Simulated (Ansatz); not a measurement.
## Geometry relaxation, with input and output: PtS2 (part 2 of 2)

Continued. System: PtS2 (P-3m1, 3 atoms in the cell). Method: DFT PBE+D3(BJ), scalar-relativistic, plane waves, PAW, no spin polarisation (Ansatz 0.2.0); cutoff 420 eV, 12×12×8 k-mesh, Gaussian smearing of 0.02 eV. The structure derives from an entry of the Crystallography Open Database.

Geometry of the input (Å; fractional positions):
```
3.5432  0.0000  0.0000
-1.7716  3.0685  0.0000
0.0000  0.0000  5.0388
Pt 0.0000  0.0000  0.0000
S  0.3333  0.6667  0.2500
S  0.6667  0.3333  0.7500
```

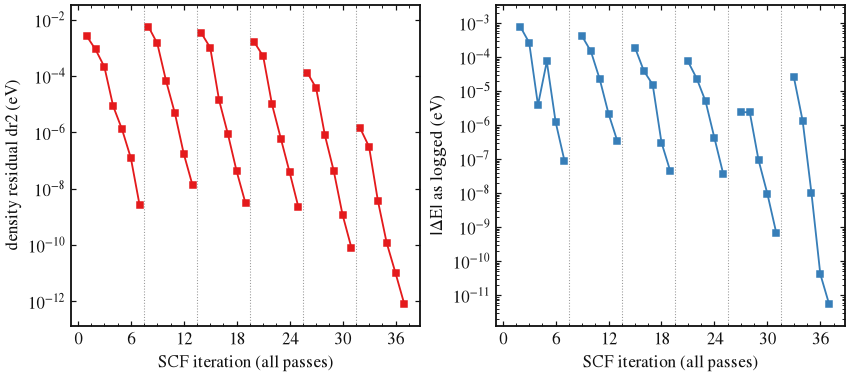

**Figure 1.** Convergence of the self-consistent field: density residual dr2 and size of the energy change against the SCF iteration. The dotted lines part the SCF passes of the relaxation: geometry steps, rejected trials and re-solves on a re-selected basis. The 6 passes take 6 to 7 iterations each, 37 in all.

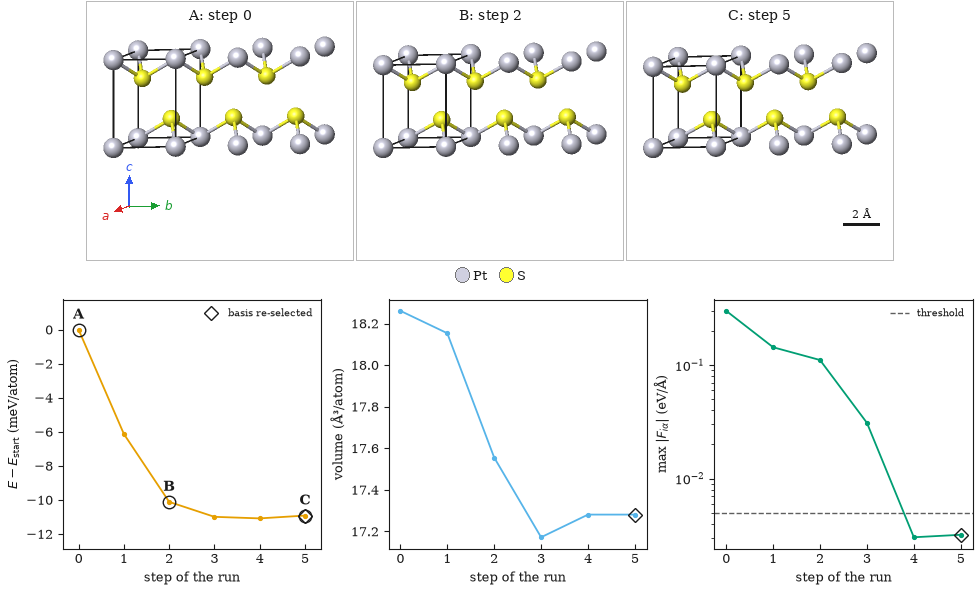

**Figure 2.** Frames of the relaxation (ball-and-stick view of the cell of the calculation, repeated 1 × 3 × 1, seen slightly off an axis) above the curves, on which the letters mark them (the first geometry is step 0 here and step 1 in the log).

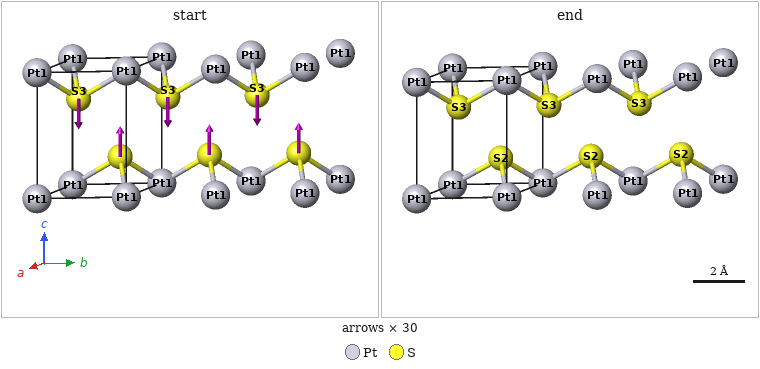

**Figure 3.** Before (left) and after (right) the relaxation, at one scale (ball-and-stick view of the cell of the calculation, repeated 1 × 3 × 1, seen slightly off an axis). The pink arrows give the displacements (without the part carried along by the change of the cell), magnified 30 times. The largest moves relative to the cell, 0.041 Å, are those of S2 and S3. Pt stays in place. The drawn cell changes as follows: a = b 3.543 → 3.583 Å (+1.1 %), c 5.039 → 4.662 Å (−7.5 %); the volume changes by −5.4 %. Distances before and after: Pt1–S2 2.402 → 2.395 Å. The space group stays P-3m1 (No. 164). The energy falls by 11.1 meV per atom in 4 geometry steps. The largest force component goes from 0.3 to 0.0032 eV/Å. Pressure: −1.47 GPa at the start and −0.02 GPa at the end. A last SCF at the same geometry on a re-selected plane-wave basis shifts the energy by +0.2 meV per atom. (Atoms are counted from 1 in the order of the input.)

```
basis re-selected at this cell: Δ(F+E_penalty+E_count) = +4.966e-4 eV, ΔP = +0.002 GPa vs the last step (what re-selecting the basis moved, of the pressure what is left beyond the Pulay correction that the steps carried, after the strain that the cell walked since its last selection, with what the two solves' SCF thresholds leave and, on support functions, any second-order correction that the steps lacked; it is no measure of the basis error at this ecutwfc). The dense FFT grid was sized anew with the basis: this SCF ran on 24×24×32 points, the steps before it on 24×24×36, so part of this shift can come from that change (see relax.cell in the input reference). This SCF's stress stands 2.64e-2 GPa from its target on what of the cell is left free (relax.cell.stress_tol is 5.00e-2 GPa) and its largest allowed force component is 3.19e-3 eV/Å (relax.f_tol is 5.00e-3 eV/Å): within both
SCF converged after 6 iterations
Free energy (F): -14329.467711 eV
Harris-Foulkes:  -14329.467711 eV  (|F-HF|=0.00e0)
Internal energy: -14329.467704 eV  (E = F + TS)
E sigma→0 (E₀):  -14329.467707 eV
Entropy (-TS):   -0.000007 eV (-0.002 meV/atom)
Fermi energy:    12.511750 eV
--- Per-component energies (eV) ---
  E_band       = -287.496087
  E_kinetic    = 851.052637
  E_local      = -2783.545272  (includes V_loc(G=0)·N_el)
  E_nonlocal   = 255.435689
  E_hartree    = 1082.886922
  E_xc         = -456.466058
  E_vxc        = -478.461038  (∫ρ·V_xc dr)
  E_paw        = -10653.916747  (= ΣΔE_a)
  E_vpaw       = -297.752117  (= ΣTr[D̂ρ^β])
  E_aug_tail   = 0.000192  (compensation charges beyond the density's cutoff)
  E_ewald      = -2623.560537
  E_disp       = -1.354531  (pairwise vdW)
  E_smearing   = -0.000007  (= −TS)
  E_closure    = 0.000000  (closes the sum)
  Σ components = -14329.467711   (vs F -14329.467711, Δ=0.00e0)
--- Forces (eV/Å), atoms counted from 1 ---
  atom   1  Pt    -0.00000000     0.00000000     0.00000000
  atom   2  S      0.00000000     0.00000000    -0.00319323
  atom   3  S     -0.00000000    -0.00000000     0.00319323
  max |Σ_I F_I| component: 4.63e-18 eV/Å
--- Stress (GPa, compression-positive) ---
       -0.026370       0.000000       0.000000
        0.000000      -0.026370       0.000000
        0.000000       0.000000      -0.017264
  P = ⅓ Tr σ = -0.0233 GPa (-0.233 kbar)
--- Band table (eV; the first three rows and the last of 131) ---
  k-point 0: bands = ["-87.4380", "-41.6741", "-41.6741", "-41.5587", "-3.5282", "-0.0950", "4.8125", "5.3536", "5.3536", "8.1986", "8.1986", "9.9555", "10.8355", "10.8355", "12.4893", "13.5990", "13.5990", "16.0292", "17.4264"]
  k-point 1: bands = ["-87.4380", "-41.6741", "-41.6741", "-41.5587", "-3.4545", "-0.3035", "5.0774", "5.3636", "5.3636", "8.1885", "8.1885", "9.9186", "10.7462", "10.7462", "12.1921", "13.7543", "13.7543", "16.2019", "17.7347"]
  k-point 2: bands = ["-87.4380", "-41.6741", "-41.6741", "-41.5588", "-3.2436", "-0.7974", "5.3880", "5.3880", "5.7294", "8.1658", "8.1658", "9.7680", "10.5503", "10.5503", "11.5657", "14.1282", "14.1282", "16.6897", "18.4036"]
  k-point 130: bands = ["-87.4376", "-41.6878", "-41.6878", "-41.5561", "-1.2201", "-1.2201", "5.4616", "5.4616", "5.9527", "7.7299", "7.7299", "7.7929", "8.6350", "9.8799", "9.8799", "14.4323", "14.4323", "19.1100", "19.8666"]
--- Relaxed structure (5 steps of the walk, 5 accepted, 1 SCFs on fresh bases) ---
  F+E_penalty+E_count = -14329.46771051 eV   max|allowed force component| = 3.193e-3 eV/Å   (the final SCF, on the basis selected at the relaxed cell)
  cell:  # Å, volume = 51.8438 Å³
    - [3.5833083155316365, 5.838860963749196e-11, 7.200112489566073e-18]
    - [-1.7916541578163843, 3.103236030813228, 1.3543601592117695e-28]
    - [1.0239312536562507e-17, 5.911669849745938e-18, 4.66227569183647]
  atoms:
    - { symbol: Pt, position: [-1.7471970015019325e-34, -6.407211875869087e-35, -3.7092061506874214e-68] }
    - { symbol: S, position: [0.33333333333333337, 0.6666666666666667, 0.25875166612457445] }
    - { symbol: S, position: [0.6666666666666666, 0.3333333333333333, 0.7412483338754254] }
```

**Trajectory as extended XYZ (Å, eV, eV/Å), 6 frames, from step=1 to step=6**
```
3
Lattice="3.5432 0.0000 0.0000 -1.7716 3.0685 0.0000 0.0000 0.0000 5.0388" Properties=species:S:1:pos:R:3:forces:R:3 step=1 energy=-14329.43497 pressure_GPa=-1.47
Pt    0.0000    0.0000    0.0000    0.0000   0.0000   0.0000
S     0.0000    2.0457    1.2597    0.0000   0.0000  -0.3018
S     1.7716    1.0228    3.7791    0.0000   0.0000   0.3018
3
Lattice="3.5849 0.0000 0.0000 -1.7924 3.1046 0.0000 0.0000 0.0000 4.8932" Properties=species:S:1:pos:R:3:forces:R:3 step=2 energy=-14329.45334 pressure_GPa=-0.58
Pt    0.0000    0.0000    0.0000    0.0000   0.0000   0.0000
S     0.0000    2.0697    1.2010    0.0000   0.0000   0.1440
S     1.7924    1.0349    3.6923    0.0000   0.0000  -0.1440
3
Lattice="3.5769 0.0000 0.0000 -1.7885 3.0977 0.0000 0.0000 0.0000 4.7532" Properties=species:S:1:pos:R:3:forces:R:3 step=3 energy=-14329.46530 pressure_GPa=0.39
Pt    0.0000    0.0000    0.0000    0.0000   0.0000   0.0000
S     0.0000    2.0651    1.2038    0.0000   0.0000   0.1111
S     1.7885    1.0326    3.5494    0.0000   0.0000  -0.1111
3
Lattice="3.5815 0.0000 0.0000 -1.7908 3.1017 0.0000 0.0000 0.0000 4.6374" Properties=species:S:1:pos:R:3:forces:R:3 step=4 energy=-14329.46793 pressure_GPa=0.46
Pt    0.0000    0.0000    0.0000    0.0000   0.0000   0.0000
S     0.0000    2.0678    1.2036    0.0000   0.0000   0.0310
S     1.7908    1.0339    3.4338    0.0000   0.0000  -0.0310
3
Lattice="3.5833 0.0000 0.0000 -1.7917 3.1032 0.0000 0.0000 0.0000 4.6623" Properties=species:S:1:pos:R:3:forces:R:3 step=5 energy=-14329.46821 pressure_GPa=-0.03
Pt    0.0000    0.0000    0.0000    0.0000   0.0000   0.0000
S     0.0000    2.0688    1.2064    0.0000   0.0000  -0.0030
S     1.7917    1.0344    3.4559    0.0000   0.0000   0.0030
3
Lattice="3.5833 0.0000 0.0000 -1.7917 3.1032 0.0000 0.0000 0.0000 4.6623" Properties=species:S:1:pos:R:3:forces:R:3 step=6 energy=-14329.46771 pressure_GPa=-0.02
Pt    0.0000    0.0000    0.0000    0.0000   0.0000   0.0000
S     0.0000    2.0688    1.2064    0.0000   0.0000  -0.0032
S     1.7917    1.0344    3.4559    0.0000   0.0000   0.0032
```

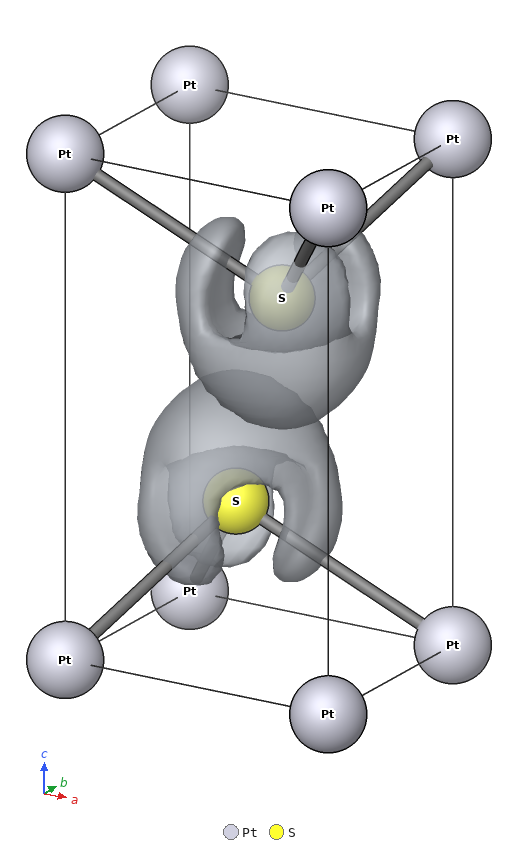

**Figure 4.** Isosurface of the electron localisation function at 0.8 (grey), seen slightly off an axis. Core shells and regions of very low density are left out. Sticks mark near contacts. The outline is the cell set on symmetry axes. Along the contacts the grid gives the following. Pt–S (2.39 Å): the ELF is about 0.45 at the midpoint. In a PAW calculation such maps are meaningful between the atoms, not at the nuclei.

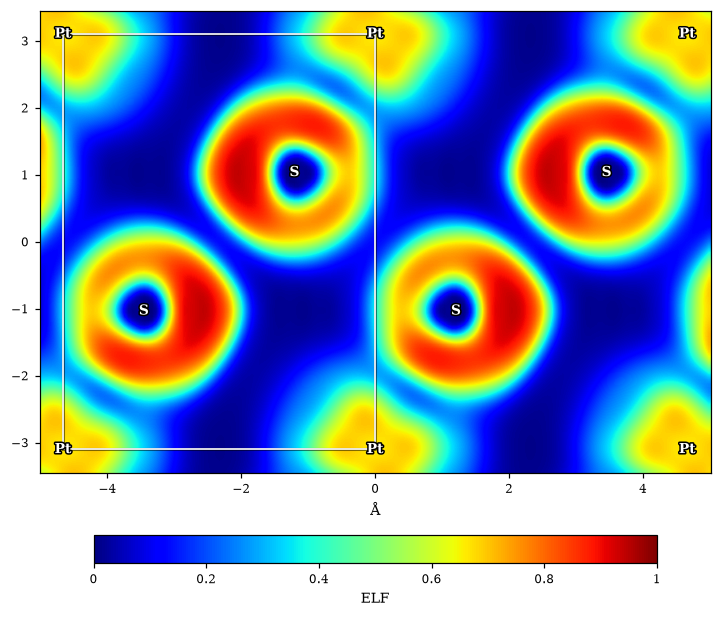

**Figure 5.** Electron localisation function on the (110) plane of the conventional cell. Atoms in the plane: Pt and S. Pt–S (2.39 Å): the ELF is about 0.45 at the midpoint. The strong features right at Pt lie inside the PAW spheres (semicore, d or f shells) and say nothing about bonding.
